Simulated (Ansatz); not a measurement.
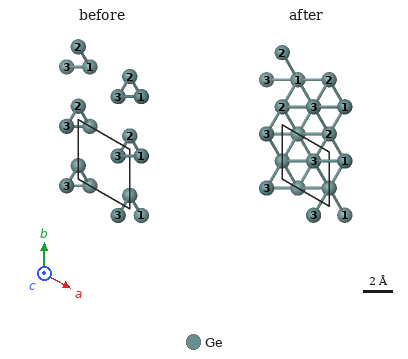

The structure of a crystal of Ge (built on the trigonal selenium_152 type) (coarse preliminary run) before (left) and after (right) a relaxation, at one scale.

A ball-and-stick model of the cell of the calculation, repeated 1 × 2 × 1 with one cell outlined, seen along the c axis.

Case: trigonal selenium type (P3_121, No. 152).

All numbers below come from DFT r2SCAN, scalar-relativistic, plane waves, PAW (Ansatz 0.2.0). Set-up: plane-wave cutoff 500 eV; k-point mesh 6 × 6 × 4; occupations gaussian; smearing width 0.1 eV; no spin polarisation; cell and atoms relaxed; force threshold 0.04 eV/Å; at most 70 steps.

Q: What changed between the two?

A: The largest moves relative to the cell, 0.41 Å, are those of Ge1, Ge2 and Ge3. Ge1 goes along +a. Cell: a = b 4.144 → 3.778 Å (−8.8 %), c 4.701 → 4.639 Å (−1.3 %). Volume −18.0 %. Some distances before and after: Ge1–Ge2 3.261 → 2.674 Å, Ge1–Ge2 (another image) 2.252 → 2.674 Å. Among the angles between lasting bonds that change: Ge2–Ge1–Ge3 103.1° → 90.1°. The space group (tolerance 0.01 Å) goes from P3_121 (No. 152) to Pm-3m (No. 221). Over 6 accepted moves (9 points after the start) the energy falls by 563 meV per atom. The largest force component goes from 3.6 to under 0.0001 eV/Å. Pressure: 6.60 GPa at the start and −0.01 GPa at the end. The line search rejected the trial steps at points 5, 7 of the run. At 1 point the geometry stayed and the basis and grid were re-selected for the new cell (energy shift of 0.8 meV per atom at most each time). The run took of the order of 120 core-seconds on a shared host.
